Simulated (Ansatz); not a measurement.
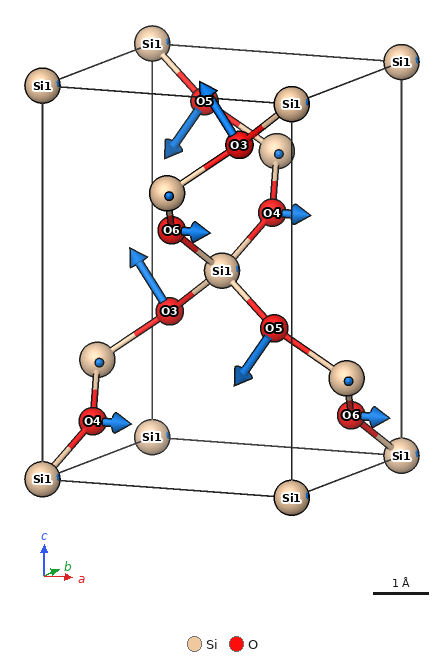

The lowest optical mode of solid SiO$_{2}$, space group I-42d (No. 122), at the zone centre. The blue arrows give the relative displacements of the atoms. The picture is a ball-and-stick view of the conventional cell (2 times the calculation's cell), seen slightly off an axis. Lengths and directions refer to the drawn axes.

Method: Ansatz, DFT PBE, scalar-relativistic, plane waves, PAW. (plane-wave cutoff 420 eV; k-point mesh 8 × 8 × 8; occupations fixed; no spin polarisation)

Frequencies are those without the non-analytic (LO–TO) term.

Question: Is this crystal at a minimum with respect to the drawn distortion?

Answer: Yes: this softest mode has a real frequency, and so have all others here. That speaks for this wave vector alone: the rest of the zone wasn't checked in this run. This is the E mode (doubly degenerate; one member of the set is drawn) at 128 cm⁻¹, the lowest optical level, infrared- and Raman-active by symmetry. It mainly bends the O–Si bonds; the kinetic energy is shared as O 99 %, Si 1 %. Its infrared intensity is 0.13 (D/Å)²/amu for the set.
